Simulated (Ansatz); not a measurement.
**Run report: Sr5Ti4O15, geometry relaxation (part 1 of 3)**

The run: geometry relaxation of Sr5Ti4O15 (slab, 24 atoms in the cell). Method and program: DFT PBEsol, scalar-relativistic, plane waves, PAW, no spin polarisation (Ansatz 0.2.0).

The structure derives from an entry of the Crystallography Open Database. It belongs to a series of runs on one base structure; here: (1 1 1) slab, atoms relaxed. Figures and captions count atoms from 1; the log counts them from 0 in places.

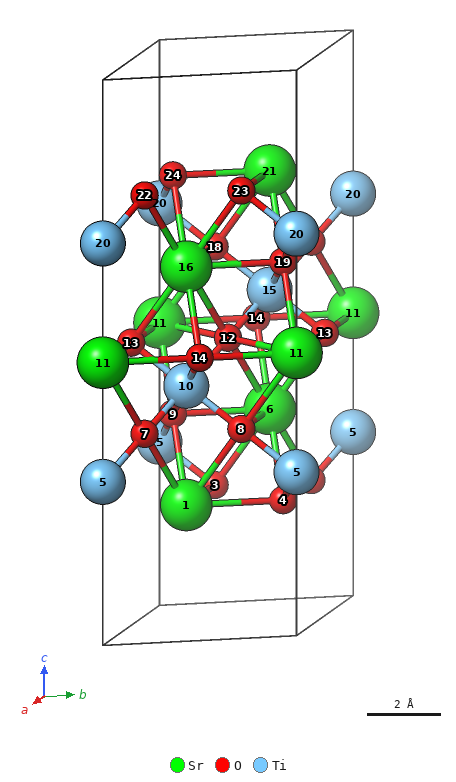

*The input geometry (ball-and-stick view of the cell of the calculation, with the vacuum cut short, seen slightly off an axis; atoms are numbered from 1 in the order of the input). An atom can appear more than once, as a periodic image.*

Summary

```csv
quantity,value
outcome,converged
electrons treated,188
free energy,−35795.2511 eV
"work function, top face",5.61 eV
"work function, bottom face",5.61 eV
Fermi energy,1.031 eV
gap on the k-point mesh,none (metallic)
final volume,629.03 Å³
work function (upper face),5.61 eV
largest force (length of the vector) at the end,0.005 eV/Å
hardware,"2 threads of Intel Xeon (Granite Rapids), 192 GiB of memory available, shared host"
wall time,2.3 min (CPU time 4.5 min)
peak memory,1.4 GiB
```

Notes

Warnings of the run: the exchange-correlation potential is rough where the density is thin.

Input file
```yaml
crystal:
  lattice:
    - [5.5028748662, 0.0, 0.0]
    - [-2.7514374331, 4.765629428, 0.0]
    - [0.0, 0.0, 23.9861570271]
  atoms:
    - { symbol: Sr, position: [0.6666666667, 0.3333333333, 0.3126803511] }
    - { symbol: O, position: [0.1666666667, 0.8333333333, 0.3126803511] }
    - { symbol: O, position: [0.1666666667, 0.3333333333, 0.3126803511] }
    - { symbol: O, position: [0.6666666667, 0.8333333333, 0.3126803511] }
    - { symbol: Ti, position: [0.0, 0.0, 0.3595102633] }
    - { symbol: Sr, position: [0.3333333333, 0.6666666667, 0.4063401755] }
    - { symbol: O, position: [0.8333333333, 0.1666666667, 0.4063401755] }
    - { symbol: O, position: [0.8333333333, 0.6666666667, 0.4063401755] }
    - { symbol: O, position: [0.3333333333, 0.1666666667, 0.4063401755] }
    - { symbol: Ti, position: [0.6666666667, 0.3333333333, 0.4531700878] }
    - { symbol: Sr, position: [0.0, 0.0, 0.5] }
    - { symbol: O, position: [0.5, 0.5, 0.5] }
    - { symbol: O, position: [0.5, 0.0, 0.5] }
    - { symbol: O, position: [0.0, 0.5, 0.5] }
    - { symbol: Ti, position: [0.3333333333, 0.6666666667, 0.5468299122] }
    - { symbol: Sr, position: [0.6666666667, 0.3333333333, 0.5936598245] }
    - { symbol: O, position: [0.1666666667, 0.8333333333, 0.5936598245] }
    - { symbol: O, position: [0.1666666667, 0.3333333333, 0.5936598245] }
    - { symbol: O, position: [0.6666666667, 0.8333333333, 0.5936598245] }
    - { symbol: Ti, position: [0.0, 0.0, 0.6404897367] }
    - { symbol: Sr, position: [0.3333333333, 0.6666666667, 0.6873196489] }
    - { symbol: O, position: [0.8333333333, 0.1666666667, 0.6873196489] }
    - { symbol: O, position: [0.8333333333, 0.6666666667, 0.6873196489] }
    - { symbol: O, position: [0.3333333333, 0.1666666667, 0.6873196489] }
basis:
  ecutwfc: 420
kpoints:
  mp_grid: { grid: [6, 6, 1] }
hamiltonian:
  xc: pbesol
scf:
  occupations: { method: gaussian, width: 0.05 }
output:
  forces: true
  eigenvalues: true
  write_density: true
  write_potential: true
  elf: true
  volumetric_format: npy
relax:
  adjacent_minimum: "off"
  f_tol: 0.02
  max_steps: 60
efield:
  axis: 3
  dipole_correction: true
  ramp_width: 0.04
```

Launch command:
```bash
ansatz run input.yaml --threads 2 --pin off --max-ram 5120MiB --backend cpu --events-out ev --progress --plain --runs-dir out
```

What the program printed
```
Engine: ansatz 0.2.0, x86_64-unknown-linux-gnu
Pseudopotentials: kind: paw
Pseudopotential: Sr, paw, valence charge 10, recommended cutoff 420 eV (normal), Sr.paw.azcp
Pseudopotential: O, paw, valence charge 6, recommended cutoff 420 eV (normal), O.paw.azcp
Pseudopotential: Ti, paw, valence charge 12, recommended cutoff 420 eV (normal), Ti.paw.azcp
Functional definition: PBEsol
  exchange = pbesol_x
  correlation = pbesol_c
Crystal: 24 atoms, lattice volume = 629.029 Å³
Basis set: ecut = 420 eV, 12243 PW (Γ), exchange–correlation on 80×80×324 points (8 copies of the dense FFT grid, shifted against one another)
Bands: 118, of which v1, the nominal top of the filled ones, is band 94 counted from 1 (93 counted from 0)
Symmetry: 6 space group operations
k-points: 7 of 36 (time reversal used)
Non-local potential: Sr, projectors of the file, l = 0: 3, l = 1: 2, l = 2: 2
Non-local potential: O, projectors of the file, l = 0: 2, l = 1: 2, l = 2: 1
Non-local potential: Ti, projectors of the file, l = 0: 3, l = 1: 2, l = 2: 3, l = 3: 1
PAW form: soft (Blöchl's): semilocal exchange-correlation on the pseudo side does not see the compensation charge
PAW frozen core: Sr, regenerated for the run's functional, and the local potential with it (the file was generated under x = pbe(κ = 0.804, μ = 0.2195149727645171), c = pbe(β = 0.06672455060314922))
PAW frozen core: O, regenerated for the run's functional, and the local potential with it (the file was generated under x = pbe(κ = 0.804, μ = 0.2195149727645171), c = pbe(β = 0.06672455060314922))
PAW frozen core: Ti, regenerated for the run's functional, and the local potential with it (the file was generated under x = pbe(κ = 0.804, μ = 0.2195149727645171), c = pbe(β = 0.06672455060314922))
PAW one-centre angular grid: Sr, 110 points (default); XC on 64 Gauss nodes
PAW one-centre angular grid: O, 110 points (default); XC on 64 Gauss nodes
PAW one-centre angular grid: Ti, 590 points (default); XC on 64 Gauss nodes
Initial density: superposition of atomic densities (neutral atoms: chi_scale 0, normalization atom), corrected by the library's trained network
Initial wavefunctions: pseudopotential atomic-orbital guess
Functional: x = pbesol(κ = 0.804, μ = 0.12345679012345678), c = pbesol(β = 0.046)
SCF iter   1: F=—  HF=-35795.128135 eV  |F-HF|=—  |Δ(HF+E_count)|=         —  Δρ=1.55e-2  dr2=2.61e0  ethr=1.77e-3  p=0.000 e·Å  D=3.04e-13 V/Å  ΔV_dip=-0.00 eV  dr2_dipole=2.91e-7  V_vac-E_F(+/−)=5.72/5.72 eV  ⟨swp⟩=8.1  Hψ=4193  notcnv=0  defer=78
efield: sawtooth ramp at fractional position 0.9800 (placed from the atoms, in the widest stretch of the axis that holds none; the zero of the levels goes with the place), width 0.0400; the density the first Hamiltonian is built on has a dipole p = 0.000 e·Å; the dipole correction subtracts the counter field D = 3.04e-13 V/Å, which shifts the + side's vacuum level by -0.00 eV against the − side's; the planar-averaged density in the ramp window peaks in size at 1.2e-5 e/Å³
preconditioner: auto → LDOS  [metal: Δε(μ)=0.012 eV  Ē_g=11.969 eV  σ=0.050 eV  W_gap=0.13  n_scr=94 (ndim 8)  ℏωp=17.9 eV  f_vac=0.509  D(μ)=21.70/eV (n_scr^D=162)  β→1.0]
SCF iter   2: F=—  HF=-35795.144719 eV  |F-HF|=—  |Δ(HF+E_count)|=   1.66e-2  Δρ=1.91e-2  dr2=2.31e0  ethr=1.39e-3  p=0.000 e·Å  D=1.65e-6 V/Å  ΔV_dip=-0.00 eV  dr2_dipole=3.51e-7  V_vac-E_F(+/−)=5.78/5.78 eV  ⟨swp⟩=3.0  Hψ=1727  notcnv=0  defer=115
SCF iter   3: F=—  HF=-35794.798843 eV  |F-HF|=—  |Δ(HF+E_count)|=   3.46e-1  Δρ=7.66e-3  dr2=5.99e-1  ethr=1.23e-3  p=0.000 e·Å  D=1.52e-6 V/Å  ΔV_dip=-0.00 eV  dr2_dipole=1.35e-7  V_vac-E_F(+/−)=5.80/5.80 eV  ⟨swp⟩=3.0  Hψ=1506  notcnv=0  defer=115
SCF iter   4: F=—  HF=-35794.771062 eV  |F-HF|=—  |Δ(HF+E_count)|=   2.78e-2  Δρ=4.00e-3  dr2=2.14e-1  ethr=3.18e-4  p=-0.000 e·Å  D=-1.06e-6 V/Å  ΔV_dip=0.00 eV  dr2_dipole=4.40e-8  V_vac-E_F(+/−)=5.87/5.87 eV  ⟨swp⟩=2.3  Hψ=864  notcnv=0  defer=117
SCF iter   5: F=—  HF=-35794.764734 eV  |F-HF|=—  |Δ(HF+E_count)|=   6.33e-3  Δρ=1.81e-3  dr2=2.47e-2  ethr=1.14e-4  p=-0.000 e·Å  D=-1.79e-6 V/Å  ΔV_dip=0.00 eV  dr2_dipole=7.69e-8  V_vac-E_F(+/−)=5.89/5.89 eV  ⟨swp⟩=2.0  Hψ=1046  notcnv=0  defer=117
SCF iter   6: F=—  HF=-35794.764592 eV  |F-HF|=—  |Δ(HF+E_count)|=   1.43e-4  Δρ=7.01e-4  dr2=4.84e-3  ethr=1.32e-5  p=-0.000 e·Å  D=-9.15e-7 V/Å  ΔV_dip=0.00 eV  dr2_dipole=1.90e-8  V_vac-E_F(+/−)=5.89/5.89 eV  ⟨swp⟩=2.0  Hψ=1381  notcnv=0  defer=117
SCF iter   7: F=—  HF=-35794.765499 eV  |F-HF|=—  |Δ(HF+E_count)|=   9.08e-4  Δρ=3.48e-4  dr2=1.30e-3  ethr=2.58e-6  p=-0.000 e·Å  D=-3.03e-7 V/Å  ΔV_dip=0.00 eV  dr2_dipole=3.60e-9  V_vac-E_F(+/−)=5.88/5.88 eV  ⟨swp⟩=2.0  Hψ=1037  notcnv=0  defer=117
SCF iter   8: F=—  HF=-35794.765543 eV  |F-HF|=—  |Δ(HF+E_count)|=   4.41e-5  Δρ=6.68e-5  dr2=4.68e-5  ethr=6.93e-7  p=-0.000 e·Å  D=-1.49e-8 V/Å  ΔV_dip=0.00 eV  dr2_dipole=2.40e-10  V_vac-E_F(+/−)=5.88/5.88 eV  ⟨swp⟩=2.0  Hψ=964  notcnv=0  defer=117
SCF iter   9: F=-35794.765581 eV  HF=-35794.765567 eV  |F-HF|=1.34e-5  |Δ(HF+E_count)|=   2.39e-5  Δρ=2.05e-5  dr2=3.09e-6  ethr=5.32e-9  p=0.000 e·Å  D=5.17e-8 V/Å  ΔV_dip=-0.00 eV  dr2_dipole=4.98e-10  V_vac-E_F(+/−)=5.88/5.88 eV  ⟨swp⟩=32.1  Hψ=12025  notcnv=0
SCF 1 converged in 9 iterations: F = -35794.765581 eV  dr2 = 3.09e-6
  greatest PAW one-centre occupation: 0.999 electrons in one spin orbital (limit 2), on the Ti atom at site 4 (counted from 0), in its partial waves of l = 0
relax step   1: F+E_penalty+E_count = -35794.76558081 eV  Δ(F+E_penalty+E_count) = +0.000e0 eV  max|allowed force component| = 1.713e0 eV/Å  Δτ_max = 0.0000 Å  (9 SCF iters, dr2 threshold 1.00e-5 eV, accepted)
Initial density: handed on by an earlier stage of this run
Initial wavefunctions: those handed on with the density
iter 1 solved again at ethr=2.91e-3 eV; its pass at ethr=3.10e-3 eV (dr2=5.47e0 eV) is discarded
SCF iter   1: F=—  HF=-35795.132528 eV  |F-HF|=—  |Δ(HF+E_count)|=         —  Δρ=1.92e-2  dr2=5.59e0  ethr=2.91e-3  p=0.000 e·Å  D=5.17e-8 V/Å  ΔV_dip=-0.00 eV  dr2_dipole=1.80e-8  V_vac-E_F(+/−)=6.02/6.02 eV  ⟨swp⟩=1.0  Hψ=2664  notcnv=0  defer=111
efield: sawtooth ramp at fractional position 0.9800 (handed on by an earlier solve), width 0.0400; the density the first Hamiltonian is built on has a dipole p = 0.000 e·Å; the dipole correction subtracts the counter field D = 5.17e-8 V/Å, which shifts the + side's vacuum level by -0.00 eV against the − side's; the planar-averaged density in the ramp window peaks in size at 2.3e-6 e/Å³
preconditioner: auto → LDOS  [metal: Δε(μ)=0.030 eV  Ē_g=12.003 eV  σ=0.050 eV  W_gap=0.32  n_scr=94 (ndim 8)  ℏωp=17.9 eV  f_vac=0.506  D(μ)=27.24/eV (n_scr^D=254)  β→1.0]
SCF iter   2: F=—  HF=-35794.961120 eV  |F-HF|=—  |Δ(HF+E_count)|=   1.71e-1  Δρ=6.77e-3  dr2=7.00e-1  ethr=2.91e-3  p=0.000 e·Å  D=1.22e-6 V/Å  ΔV_dip=-0.00 eV  dr2_dipole=1.77e-11  V_vac-E_F(+/−)=5.68/5.68 eV  ⟨swp⟩=2.3  Hψ=757  notcnv=0  defer=111
SCF iter   3: F=—  HF=-35795.034214 eV  |F-HF|=—  |Δ(HF+E_count)|=   7.31e-2  Δρ=8.69e-3  dr2=6.37e-1  ethr=3.72e-4  p=0.000 e·Å  D=1.16e-6 V/Å  ΔV_dip=-0.00 eV  dr2_dipole=1.28e-8  V_vac-E_F(+/−)=5.67/5.67 eV  ⟨swp⟩=4.4  Hψ=2036  notcnv=0  defer=114
SCF iter   4: F=—  HF=-35794.949323 eV  |F-HF|=—  |Δ(HF+E_count)|=   8.49e-2  Δρ=2.09e-3  dr2=8.96e-2  ethr=3.39e-4  p=0.000 e·Å  D=1.34e-6 V/Å  ΔV_dip=-0.00 eV  dr2_dipole=3.87e-10  V_vac-E_F(+/−)=5.64/5.64 eV  ⟨swp⟩=3.6  Hψ=1924  notcnv=0  defer=114
SCF iter   5: F=—  HF=-35794.951700 eV  |F-HF|=—  |Δ(HF+E_count)|=   2.38e-3  Δρ=6.54e-4  dr2=7.96e-3  ethr=4.76e-5  p=0.000 e·Å  D=1.28e-6 V/Å  ΔV_dip=-0.00 eV  dr2_dipole=4.81e-11  V_vac-E_F(+/−)=5.64/5.64 eV  ⟨swp⟩=3.0  Hψ=1045  notcnv=0  defer=114
SCF iter   6: F=—  HF=-35794.952578 eV  |F-HF|=—  |Δ(HF+E_count)|=   8.78e-4  Δρ=3.76e-4  dr2=1.15e-3  ethr=4.23e-6  p=0.000 e·Å  D=1.26e-6 V/Å  ΔV_dip=-0.00 eV  dr2_dipole=9.78e-10  V_vac-E_F(+/−)=5.65/5.65 eV  ⟨swp⟩=1.7  Hψ=913  notcnv=0  defer=114
SCF iter   7: F=—  HF=-35794.952523 eV  |F-HF|=—  |Δ(HF+E_count)|=   5.53e-5  Δρ=1.69e-4  dr2=3.27e-4  ethr=6.12e-7  p=0.000 e·Å  D=1.19e-6 V/Å  ΔV_dip=-0.00 eV  dr2_dipole=1.42e-10  V_vac-E_F(+/−)=5.66/5.66 eV  ⟨swp⟩=2.0  Hψ=1253  notcnv=0  defer=114
SCF iter   8: F=-35794.952543 eV  HF=-35794.952563 eV  |F-HF|=2.04e-5  |Δ(HF+E_count)|=   4.06e-5  Δρ=7.75e-5  dr2=6.01e-5  ethr=5.32e-8  p=0.000 e·Å  D=1.27e-6 V/Å  ΔV_dip=-0.00 eV  dr2_dipole=4.76e-10  V_vac-E_F(+/−)=5.66/5.66 eV  ⟨swp⟩=25.3  Hψ=10309  notcnv=0
SCF 2 converged in 8 iterations: F = -35794.952543 eV  dr2 = 6.01e-5
[... from here on the iterations of each SCF are left out, up to the last one ...]
relax step   2: F+E_penalty+E_count = -35794.95254301 eV  Δ(F+E_penalty+E_count) = -1.870e-1 eV  max|allowed force component| = 1.385e0 eV/Å  Δτ_max = 0.1948 Å  (8 SCF iters, dr2 threshold 1.00e-4 eV, accepted)
efield: sawtooth ramp at fractional position 0.9800 (handed on by an earlier solve), width 0.0400; the density the first Hamiltonian is built on has a dipole p = 0.000 e·Å; the dipole correction subtracts the counter field D = 1.27e-6 V/Å, which shifts the + side's vacuum level by -0.00 eV against the − side's; the planar-averaged density in the ramp window peaks in size at 3.3e-6 e/Å³
preconditioner: auto → LDOS  [metal: Δε(μ)=0.022 eV  Ē_g=12.076 eV  σ=0.050 eV  W_gap=0.25  n_scr=94 (ndim 8)  ℏωp=17.9 eV  f_vac=0.509  D(μ)=28.22/eV (n_scr^D=266)  β→1.0]
SCF 3 converged in 7 iterations: F = -35795.051283 eV  dr2 = 5.20e-5
relax step   3: F+E_penalty+E_count = -35795.05128314 eV  Δ(F+E_penalty+E_count) = -9.874e-2 eV  max|allowed force component| = 1.131e0 eV/Å  Δτ_max = 0.0414 Å  (7 SCF iters, dr2 threshold 1.00e-4 eV, accepted)
efield: sawtooth ramp at fractional position 0.9800 (handed on by an earlier solve), width 0.0400; the density the first Hamiltonian is built on has a dipole p = -0.000 e·Å; the dipole correction subtracts the counter field D = -3.20e-6 V/Å, which shifts the + side's vacuum level by +0.00 eV against the − side's; the planar-averaged density in the ramp window peaks in size at 2.4e-6 e/Å³
preconditioner: auto → LDOS  [metal: Δε(μ)=0.042 eV  Ē_g=12.177 eV  σ=0.050 eV  W_gap=0.39  n_scr=94 (ndim 8)  ℏωp=17.9 eV  f_vac=0.512  D(μ)=25.48/eV (n_scr^D=230)  β→1.0]
SCF 4 converged in 8 iterations: F = -35795.192487 eV  dr2 = 9.52e-5
relax step   4: F+E_penalty+E_count = -35795.19248690 eV  Δ(F+E_penalty+E_count) = -1.412e-1 eV  max|allowed force component| = 2.570e-1 eV/Å  Δτ_max = 0.0986 Å  (8 SCF iters, dr2 threshold 1.00e-4 eV, accepted)
efield: sawtooth ramp at fractional position 0.9800 (handed on by an earlier solve), width 0.0400; the density the first Hamiltonian is built on has a dipole p = 0.000 e·Å; the dipole correction subtracts the counter field D = 6.62e-6 V/Å, which shifts the + side's vacuum level by -0.00 eV against the − side's; the planar-averaged density in the ramp window peaks in size at 5.2e-7 e/Å³
preconditioner: auto → LDOS  [metal: Δε(μ)=0.007 eV  Ē_g=12.177 eV  σ=0.050 eV  W_gap=0.08  n_scr=94 (ndim 8)  ℏωp=17.9 eV  f_vac=0.512  D(μ)=26.77/eV (n_scr^D=254)  β→1.0]
SCF 5 converged in 9 iterations: F = -35795.245975 eV  dr2 = 2.38e-6
relax step   5: F+E_penalty+E_count = -35795.24597492 eV  Δ(F+E_penalty+E_count) = -5.349e-2 eV  max|allowed force component| = 1.186e-1 eV/Å  Δτ_max = 0.0372 Å  (9 SCF iters, dr2 threshold 4.13e-6 eV, accepted)
efield: sawtooth ramp at fractional position 0.9800 (handed on by an earlier solve), width 0.0400; the density the first Hamiltonian is built on has a dipole p = -0.000 e·Å; the dipole correction subtracts the counter field D = -1.48e-5 V/Å, which shifts the + side's vacuum level by +0.00 eV against the − side's; the planar-averaged density in the ramp window peaks in size at 2.3e-7 e/Å³
preconditioner: auto → LDOS  [metal: Δε(μ)=0.062 eV  Ē_g=12.141 eV  σ=0.050 eV  W_gap=0.49  n_scr=94 (ndim 8)  ℏωp=17.9 eV  f_vac=0.511  D(μ)=28.26/eV (n_scr^D=266)  β→1.0]
SCF 6 converged in 9 iterations: F = -35795.250515 eV  dr2 = 1.24e-7
relax step   6: F+E_penalty+E_count = -35795.25051516 eV  Δ(F+E_penalty+E_count) = -4.540e-3 eV  max|allowed force component| = 3.322e-2 eV/Å  Δτ_max = 0.0275 Å  (9 SCF iters, dr2 threshold 8.79e-7 eV, accepted)
```
